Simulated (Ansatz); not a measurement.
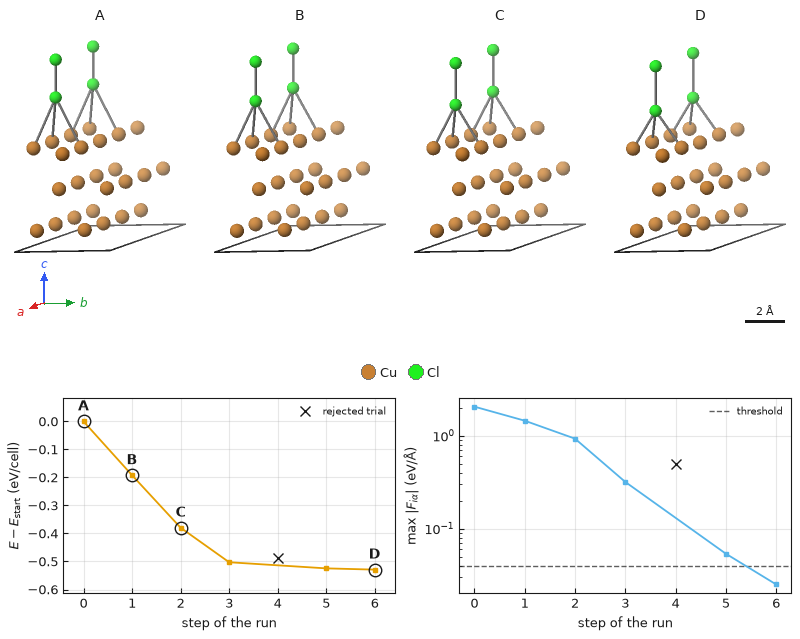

Frames of a constrained relaxation of a slab of composition Cu₆Cl (cut from the Fm-3m phase), marked on the history of the run. A ball-and-stick model of the 2 × 1 repeat of the cell, outlined in the plane, without the vacuum, seen slightly off an axis.

Case: 1 Cl2 a cell, upright, over a hollow Cu-Cu-Cu site. The slab is the (1 1 1) face of Cu with Cl2 on it. 4 atoms are held fixed.

Theory: DFT PBE+D3(BJ), scalar-relativistic, plane waves, PAW (Ansatz 0.2.0).

Input file:
```yaml
crystal:
  lattice:
    - [5.0393684366, 0.0, 0.0]
    - [-2.5196842183, 4.3642210851, 0.0]
    - [0.0, 0.0, 24.1127270985]
  atoms:
    - { symbol: Cu, position: [0.3333333333, 0.1666666667, 0.3317749986] }
    - { symbol: Cu, position: [0.3333333333, 0.6666666667, 0.3317749986] }
    - { symbol: Cu, position: [0.8333333333, 0.1666666667, 0.3317749986] }
    - { symbol: Cu, position: [0.8333333333, 0.6666666667, 0.3317749986] }
    - { symbol: Cu, position: [0.6666666667, 0.3333333333, 0.4176965048] }
    - { symbol: Cu, position: [0.6666666667, 0.8333333333, 0.4176965048] }
    - { symbol: Cu, position: [0.1666666667, 0.3333333333, 0.4176965048] }
    - { symbol: Cu, position: [0.1666666667, 0.8333333333, 0.4176965048] }
    - { symbol: Cu, position: [0.0, 0.5, 0.5036162783] }
    - { symbol: Cu, position: [0.0, 0.0, 0.5036162783] }
    - { symbol: Cu, position: [0.5, 0.5, 0.5036162783] }
    - { symbol: Cu, position: [0.5, 0.0, 0.5036162783] }
    - { symbol: Cl, position: [0.3333333333, 0.1666666667, 0.6097842779] }
    - { symbol: Cl, position: [0.3333333333, 0.1666666667, 0.692649231] }
basis:
  ecutwfc: 420
kpoints:
  mp_grid: { grid: [4, 4, 1] }
hamiltonian:
  xc: pbe
  dispersion: d3bj
scf:
  occupations: { method: gaussian, width: 0.1 }
output:
  forces: true
  eigenvalues: true
  write_density: true
  write_potential: true
  elf: true
  volumetric_format: npy
relax:
  adjacent_minimum: "off"
  f_tol: 0.04
  max_steps: 100
  constraints: [{ sites: [0, 1, 2, 3] }]
efield:
  axis: 3
  dipole_correction: true
  ramp_width: 0.04
```

Command:
```bash
ansatz run input.yaml --threads 4 --pin off --max-ram 10240MiB --backend cpu --events-out ev --progress --plain --runs-dir out
```

### Describe the path.

Cl13 moves most: 0.71 Å along the normal (−c). Largest moves by element: Cl 0.71 Å, Cu 0.09 Å. The cell doesn't change. Among the contacts that change: Cu10–Cl13 2.944 → 2.377 Å, Cl13–Cl14 1.998 → 2.363 Å, Cu5–Cu9 2.531 → 2.471 Å, Cu6–Cu10 2.531 → 2.490 Å. The energy falls by 0.529 eV per cell of the calculation in 5 accepted moves (6 points after the start). Largest force component: 2.1 eV/Å at the start, 0.025 eV/Å at the end. The line search rejected the trial step at point 4 of the run. From step 0 to 1: Cl13 moves most (0.19 Å), energy −0.192 eV per cell of the calculation. From step 1 to 2: Cl13 moves most (0.19 Å), energy −0.187 eV per cell of the calculation. From step 2 to 6: Cl13 moves most (0.32 Å), energy −0.150 eV per cell of the calculation.

```json
{"step": "0", "E − E(0), meV/atom": "0.00", "largest force component, eV/Å": "2.0504", "note": ""}
{"step": "1", "E − E(0), meV/atom": "-13.72", "largest force component, eV/Å": "1.4478", "note": ""}
{"step": "2", "E − E(0), meV/atom": "-27.10", "largest force component, eV/Å": "0.9279", "note": ""}
{"step": "3", "E − E(0), meV/atom": "-35.91", "largest force component, eV/Å": "0.3175", "note": ""}
{"step": "4", "E − E(0), meV/atom": "-34.71", "largest force component, eV/Å": "0.4928", "note": "rejected"}
{"step": "5", "E − E(0), meV/atom": "-37.47", "largest force component, eV/Å": "0.0536", "note": ""}
{"step": "6", "E − E(0), meV/atom": "-37.79", "largest force component, eV/Å": "0.0250", "note": ""}
```

Limits of the set-up: the periodic images lie only 5.0 Å apart, so the values are limited by the cell's size.
